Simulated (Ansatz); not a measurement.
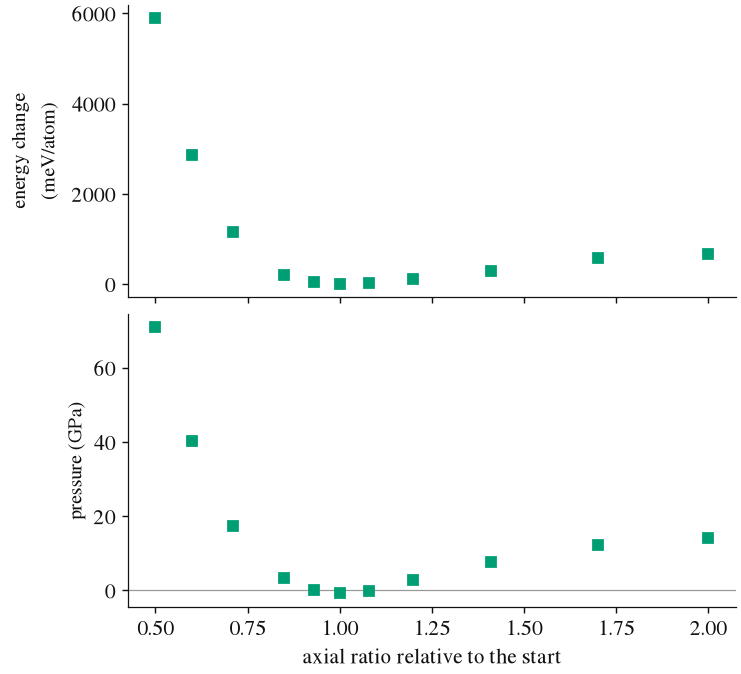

Caption: Energy change and pressure against relative axial ratio for TiAl, space group Pm-3m (No. 221).

The energy change is 5895 meV/atom at relative axial ratio 0.50 and 662 meV/atom at 2.00; the lowest computed point is at relative axial ratio 1.00 (0 meV/atom). The pressure goes from 70.9 GPa at relative axial ratio 0.50 to 14.2 GPa at 2.00, not monotonically, with a low of −0.8 GPa at 1.00, and changes sign near 0.93 and 1.08.

Method: deformation of a crystal at fixed volume, lengths along the axis scaled against those across it, fractional coordinates fixed, by plane-wave density functional theory with PAW datasets, free energies less that of the undisturbed cell, pressure positive in compression; scalar-relativistic (Ansatz 0.2.0). Level: r2SCAN, no spin polarisation.

- wave cutoff: 500 eV
- k mesh: 16×16×16
- occupations: Gaussian
- smearing width: 0.15 eV
- k shift: (0, 0, 0) (mesh steps)
- start: as given
- path: trigonal
- axis direction: (0.5774, 0.5774, 0.5774) (Cartesian unit vector)

Structure:
```yaml
crystal:
  lattice:
    - [3.17906, 0.00000, 0.00000]
    - [0.00000, 3.17906, 0.00000]
    - [0.00000, 0.00000, 3.17906]
  atoms:
    - { symbol: Ti, position: [0.00000, 0.00000, 0.00000] }
    - { symbol: Al, position: [0.50000, 0.50000, 0.50000] }
```

Keep in mind: atoms far too close at some points of the scan; reference crystal is not relaxed.
